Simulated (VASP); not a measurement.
Geometry relaxation, with input and output: AlN (part 2 of 2)

The same run, continued: AlN (2 atoms in the cell); Kohn-Sham DFT of a periodic cell, PBE, VASP PAW PBE potentials, recommended, no spin polarisation (VASP 6.6.1); cutoff 520 eV, 4×4×4 k-mesh, Gaussian smearing of 0.02 eV. The structure derives from a Materials Project entry.

Geometry of the input (Å; fractional positions):
```
0.0000  2.1840  2.1840
2.1840  0.0000  2.1840
2.1840  2.1840  0.0000
Al 0.0000  0.0000  0.0000
N  0.7500  0.7500  0.7500
```

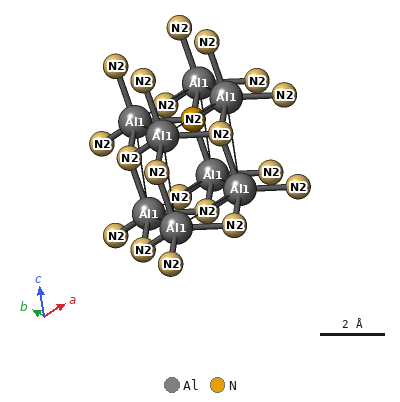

Figure 1. The geometry at step 1 of the log (ball-and-stick view of the cell of the calculation, seen slightly off an axis; neighbours outside the cell are drawn fainter; atoms are numbered from 1 in the order of the input).

**Parts of OUTCAR, continued**
```
   k-points           NKPTS =      8   k-points in BZ     NKDIM =      8   number of bands    NBANDS=      8
   number of dos      NEDOS =    301   number of ions     NIONS =      2
   total plane-waves  NPLWV =  13824
   dimension x,y,z NGX =    24 NGY =   24 NGZ =   24
   dimension x,y,z NGXF=    48 NGYF=   48 NGZF=   48
   ions per type =               1   1
   NGX,Y,Z   is equivalent  to a cutoff of  12.92, 12.92, 12.92 a.u.
   NGXF,Y,Z  is equivalent  to a cutoff of  25.84, 25.84, 25.84 a.u.
 SYSTEM =  unknown system
   PREC   = accura    normal or accurate (medium, high low for compatibility)
   ISTART =      0    job   : 0-new  1-cont  2-samecut
   ICHARG =      2    charge: 1-file 2-atom 10-const
   ISPIN  =      1    spin polarized calculation?
   LNONCOLLINEAR =      F non collinear calculations
   LSORBIT =      F    spin-orbit coupling
   LASPH  =      T    aspherical Exc in radial PAW
   ENCUT  =  520.0 eV  38.22 Ry    6.18 a.u.   5.74  5.74  5.74*2*pi/ulx,y,z
   NELM   =     60;   NELMIN=  2; NELMDL= -5     # of ELM steps
   EDIFF  = 0.1E-06   stopping-criterion for ELM
   LREAL  =      F    real-space projection
   EDIFFG = -.2E-02   stopping-criterion for IOM
   NSW    =     80    number of steps for IOM
   IBRION =      2    ionic relax: 0-MD 1-quasi-New 2-CG
   NFREE  =      1    steps in history (QN), initial steepest desc. (CG)
   ISIF   =      3    stress and relaxation
   ISYM   =      2    0-nonsym 1-usesym 2-fastsym
   POTIM  = 0.5000    time-step for ionic-motion
   TEBEG  =    0.0;   TEEND  =   0.0 temperature during run
   PSTRESS=    0.0 pullay stress
   NELECT =       8.0000    total number of electrons
   NUPDOWN=      -1.0000    fix difference up-down
   EMIN   =  10.00;   EMAX   =-10.00  energy-range for DOS
   EFERMI =   0.00;   METHOD = LEGACY
   ISMEAR =     0;   SIGMA  =   0.02  broadening in eV -4-tet -1-fermi 0-gaus
   EFERMI_NEDOS =   21; number of points for ismear=-14 and -15
   IALGO  =     38    algorithm
   IMIX   =      4    mixing-type and parameters
     AMIX     =   0.40;   BMIX     =  1.00
     AMIX_MAG =   1.60;   BMIX_MAG =  1.00
  volume/ion in A,a.u.               =      10.42        70.30
  Fermi-wavevector in a.u.,A,eV,Ry     =   1.189899  2.248583 19.263943  1.415860
  Thomas-Fermi vector in A             =   2.325996
   LORBIT       =      0    0 simple, 1 ext, 2 COOP (PROOUT), +10 PAW based schemes
   GGA     = PE    functional components
   LHFCALC =     F    Hartree Fock is set to
   AEXX    =    0.0000 exact exchange contribution
   IVDW    =     0    specifies the selected vdW correction
   LEPSILON=     F    determine dielectric tensor
   LRPA    =     F    only Hartree local field effects (RPA)
 conjugate gradient relaxation of ions
 non-spin polarized calculation
 Gauss-broadening in eV      SIGMA  =   0.02
  energy-cutoff  :      520.00
  volume of cell :       20.83
 maximum number of plane-waves:       568
 NGX is ok and might be reduce to    24
   NGX = 11   NGY = 11   NGZ = 11

--------------------------------------- Ionic step        1  -------------------------------------------

 number of electron       8.0000000 magnetization

 Free energy of the ion-electron system (eV)
  ---------------------------------------------------
  ext. energy  EPLUGINS =         0.00000000
  ---------------------------------------------------
  free energy    TOTEN  =       -14.80338682 eV

  energy without entropy =      -14.80338682  energy(sigma->0) =      -14.80338682

------------------------ aborting loop because EDIFF is reached ----------------------------------------

  FORCE on cell =-STRESS in cart. coord.  units (eV):
  Direction    XX          YY          ZZ          XY          YZ          ZX
  --------------------------------------------------------------------------------------
  -------------------------------------------------------------------------------------
  Total        0.6035149      0.6035149      0.6035149      0.0000000      0.0000000     -0.0000000
  in kB       46.4103129     46.4103129     46.4103129      0.0000000      0.0000000     -0.0000000
  external PRESSURE =      46.4103129 kB  Pullay stress =       0.0000000 kB

 VOLUME and BASIS-vectors are now :
 -----------------------------------------------------------------------------
  energy-cutoff  :      520.00
  volume of cell :       20.83
      direct lattice vectors                 reciprocal lattice vectors
     0.000000000  2.183993560  2.183993560    -0.228938404  0.228938404  0.228938404
     2.183993560  0.000000000  2.183993560     0.228938404 -0.228938404  0.228938404
     2.183993560  2.183993560  0.000000000     0.228938404  0.228938404 -0.228938404

 POSITION                                       TOTAL-FORCE (eV/Angst)
 -----------------------------------------------------------------------------------
      0.00000      0.00000      0.00000         0.000000     -0.000000     -0.000000
      3.27599      3.27599      3.27599        -0.000000      0.000000      0.000000
 -----------------------------------------------------------------------------------
    total drift:                               -0.000000     -0.000000     -0.000000

  FREE ENERGIE OF THE ION-ELECTRON SYSTEM (eV)
  ---------------------------------------------------
  free  energy   TOTEN  =       -14.8033868228 eV

  energy  without entropy=      -14.8033868228  energy(sigma->0) =      -14.80338682

--------------------------------------- Ionic step        2  -------------------------------------------

 number of electron       8.0000002 magnetization

------------------------ aborting loop because EDIFF is reached ----------------------------------------

  FORCE on cell =-STRESS in cart. coord.  units (eV):
  Direction    XX          YY          ZZ          XY          YZ          ZX
  --------------------------------------------------------------------------------------
  -------------------------------------------------------------------------------------
  Total       -0.5245122     -0.5245122     -0.5245122      0.0000000      0.0000000      0.0000000
  in kB      -38.6235334    -38.6235334    -38.6235334      0.0000000      0.0000000      0.0000000
  external PRESSURE =     -38.6235334 kB  Pullay stress =       0.0000000 kB

 VOLUME and BASIS-vectors are now :
 -----------------------------------------------------------------------------
  energy-cutoff  :      520.00
  volume of cell :       21.76
      direct lattice vectors                 reciprocal lattice vectors
     0.000000000  2.215787220  2.215787220    -0.225653436  0.225653436  0.225653436
     2.215787220  0.000000000  2.215787220     0.225653436 -0.225653436  0.225653436
     2.215787220  2.215787220  0.000000000     0.225653436  0.225653436 -0.225653436

 POSITION                                       TOTAL-FORCE (eV/Angst)
 -----------------------------------------------------------------------------------
      0.00000      2.21579      2.21579         0.000000      0.000000      0.000000
      3.32368      3.32368      3.32368        -0.000000     -0.000000     -0.000000
 -----------------------------------------------------------------------------------
    total drift:                                0.000000      0.000000      0.000000

  FREE ENERGIE OF THE ION-ELECTRON SYSTEM (eV)
  ---------------------------------------------------
  free  energy   TOTEN  =       -14.8047448286 eV

  energy  without entropy=      -14.8047448286  energy(sigma->0) =      -14.80474483

--------------------------------------- Ionic step        3  -------------------------------------------

 number of electron       8.0000001 magnetization

 Free energy of the ion-electron system (eV)
  ---------------------------------------------------
  ext. energy  EPLUGINS =         0.00000000
  ---------------------------------------------------
  free energy    TOTEN  =       -14.81019292 eV

  energy without entropy =      -14.81019292  energy(sigma->0) =      -14.81019292

 E-fermi :   5.8830     XC(G=0): -10.8272     alpha+bet :-15.5922

 val. band max:        5.7877303527   @ k =   0.0000   0.0000   0.0000
 cond. band min:       9.0675199665   @ k =   0.5000   0.5000   0.0000
 fundamental gap:      3.2797896138
 Fermi energy:         5.8829672974

 k-point     1 :       0.0000    0.0000    0.0000
  band No.  band energies     occupation
      1      -9.0692      2.00000
      2       5.7877      2.00000
      3       5.7877      2.00000
      4       5.7877      2.00000
      5       9.7711      0.00000
      6      18.0972      0.00000
      7      18.0972      0.00000
      8      18.0972      0.00000

 k-point     2 :       0.2500    0.0000    0.0000
  band No.  band energies     occupation
      1      -8.2412      2.00000
      2       2.5529      2.00000
      3       5.5326      2.00000
      4       5.5326      2.00000
      5      12.0382      0.00000
      6      16.5342      0.00000
      7      17.9010      0.00000
      8      17.9010      0.00000

 k-point     3 :       0.5000    0.0000    0.0000
  band No.  band energies     occupation
      1      -7.0824      2.00000
      2       0.0133      2.00000
      3       5.3091      2.00000
      4       5.3091      2.00000
      5      12.9415      0.00000
      6      15.4880      0.00000
      7      16.7640      0.00000
      8      16.7640      0.00000

 k-point     4 :       0.2500    0.2500    0.0000
  band No.  band energies     occupation
      1      -7.9718      2.00000
      2       2.9116      2.00000
      3       4.8200      2.00000
      4       4.8200      2.00000
      5      11.6224      0.00000
      6      15.8254      0.00000
      7      17.0999      0.00000
      8      19.5402      0.00000

 k-point     5 :       0.5000    0.2500    0.0000
  band No.  band energies     occupation
      1      -6.8208      2.00000
      2       1.0711      2.00000
      3       3.4831      2.00000
      4       4.6059      2.00000
      5      11.5908      0.00000
      6      15.5715      0.00000
      7      17.6436      0.00000
      8      18.9905      0.00000

 k-point     6 :      -0.2500    0.2500    0.0000
  band No.  band energies     occupation
      1      -7.2082      2.00000
      2       1.4702      2.00000
      3       3.3405      2.00000
      4       5.2664      2.00000
      5      13.4904      0.00000
      6      14.8042      0.00000
      7      17.1986      0.00000
      8      18.1058      0.00000

 k-point     7 :       0.5000    0.5000    0.0000
  band No.  band energies     occupation
      1      -6.4661      2.00000
      2       0.9415      2.00000
      3       4.0324      2.00000
      4       4.0324      2.00000
      5       9.0675      0.00000
      6      14.2383      0.00000
      7      19.4385      0.00000
      8      21.2239      0.00000

 k-point     8 :      -0.2500    0.5000    0.2500
  band No.  band energies     occupation
      1      -6.4126      2.00000
      2       2.0211      2.00000
      3       2.4189      2.00000
      4       3.1315      2.00000
      5      11.7645      0.00000
      6      17.0711      0.00000
      7      17.5222      0.00000
      8      17.6277      0.00000

------------------------ aborting loop because EDIFF is reached ----------------------------------------

  FORCE on cell =-STRESS in cart. coord.  units (eV):
  Direction    XX          YY          ZZ          XY          YZ          ZX
  --------------------------------------------------------------------------------------
  -------------------------------------------------------------------------------------
  Total       -0.0006178     -0.0006178     -0.0006178     -0.0000000      0.0000000     -0.0000000
  in kB       -0.0464360     -0.0464360     -0.0464360     -0.0000000      0.0000000     -0.0000000
  external PRESSURE =      -0.0464360 kB  Pullay stress =       0.0000000 kB

 VOLUME and BASIS-vectors are now :
 -----------------------------------------------------------------------------
  energy-cutoff  :      520.00
  volume of cell :       21.31
      direct lattice vectors                 reciprocal lattice vectors
     0.000000000  2.200649153  2.200649153    -0.227205686  0.227205686  0.227205686
     2.200649153  0.000000000  2.200649153     0.227205686 -0.227205686  0.227205686
     2.200649153  2.200649153  0.000000000     0.227205686  0.227205686 -0.227205686

 POSITION                                       TOTAL-FORCE (eV/Angst)
 -----------------------------------------------------------------------------------
      0.00000      0.00000      0.00000        -0.000000     -0.000000     -0.000000
      3.30097      3.30097      3.30097         0.000000      0.000000      0.000000
 -----------------------------------------------------------------------------------
    total drift:                               -0.000000     -0.000000     -0.000000

  FREE ENERGIE OF THE ION-ELECTRON SYSTEM (eV)
  ---------------------------------------------------
  free  energy   TOTEN  =       -14.8101929182 eV

  energy  without entropy=      -14.8101929182  energy(sigma->0) =      -14.81019292

 reached required accuracy - stopping structural energy minimisation
```

**CONTCAR**
```
AlN
   1.00000000000000
     0.0000000000000000    2.2006491528101222    2.2006491528101222
     2.2006491528101222    0.0000000000000000    2.2006491528101222
     2.2006491528101222    2.2006491528101222    0.0000000000000000
  Al              N
     1     1
Direct
     0.0000000000000000    0.0000000000000000    0.0000000000000000
     0.7500000000000000    0.7500000000000000    0.7500000000000000

  0.00000000E+00  0.00000000E+00  0.00000000E+00
  0.00000000E+00  0.00000000E+00  0.00000000E+00
```

**Trajectory as extended XYZ (Å, eV, eV/Å), 3 frames, from step=0 to step=2**
```
2
Lattice="0.0000 2.1840 2.1840 2.1840 0.0000 2.1840 2.1840 2.1840 0.0000" Properties=species:S:1:pos:R:3:forces:R:3 step=0 energy=-14.80339
Al    0.0000    0.0000    0.0000    0.0000   0.0000   0.0000
N     3.2760    3.2760    3.2760    0.0000   0.0000   0.0000
2
Lattice="0.0000 2.2158 2.2158 2.2158 0.0000 2.2158 2.2158 2.2158 0.0000" Properties=species:S:1:pos:R:3:forces:R:3 step=1 energy=-14.80474
Al    0.0000    2.2158    2.2158    0.0000   0.0000   0.0000
N     3.3237    3.3237    3.3237    0.0000   0.0000   0.0000
2
Lattice="0.0000 2.2006 2.2006 2.2006 0.0000 2.2006 2.2006 2.2006 0.0000" Properties=species:S:1:pos:R:3:forces:R:3 step=2 energy=-14.81019
Al    0.0000    0.0000    0.0000    0.0000   0.0000   0.0000
N     3.3010    3.3010    3.3010    0.0000   0.0000   0.0000
```

**Summary**

- outcome: converged
- space group (tolerance 0.01 Å): F-43m (216)
- electrons treated: 8
- free energy: −14.8102 eV
- gap on the k-point mesh: 3.28 eV
- pressure: 0.00 GPa
- final volume: 21.31 Å³
- largest force (length of the vector) at the end: under 0.001 eV/Å
- final cell: a = 3.112 Å, b = 3.112 Å, c = 3.112 Å, α = 60.00°, β = 60.00°, γ = 60.00°
- hardware: 1 thread of Intel Xeon @ 2.50GHz (Skylake/Cascade Lake), 96 GiB of memory available, shared host
- wall time: 5.9 s
- peak memory: 0.13 GiB
